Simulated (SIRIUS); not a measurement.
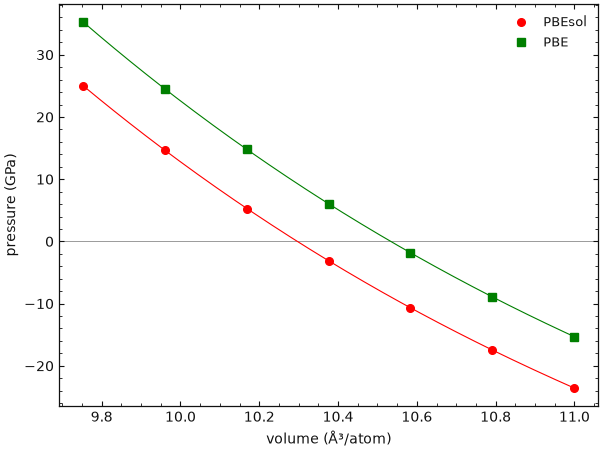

The figure shows the pressure against volume, with one curve for each functional, for WC (space group P-6m2).

Calculation (SIRIUS 7.12.0): plane-wave DFT, no spin polarisation; energies at scaled volumes of the given cell, shape and fractions fixed, counted from the fit's minimum, third-order Birch-Murnaghan fit. All runs: no spin polarisation.

- occupations: Fermi–Dirac
- smearing width: 0.05 eV
- wave cutoff: 1127 eV
- density cutoff: 4507 eV

Settings that differ: PBEsol: k mesh 10×10×9, potentials dojo-sr-pbesol-0.4.1-standard; PBE: k mesh 5×5×5, potentials dojo-sr-pbe-0.4.1-standard.

**Order the curves by fitted equilibrium volume, smallest first.**

PBEsol 10.299, PBE 10.537 Å³/atom.

**Order the curves by fitted bulk modulus, smallest first.**

PBE 388.0, PBEsol 410.7 GPa.

Note: coarse k mesh (PBE); shape and atomic fractions are frozen while scaling, which makes layered, chain and framework solids too stiff.
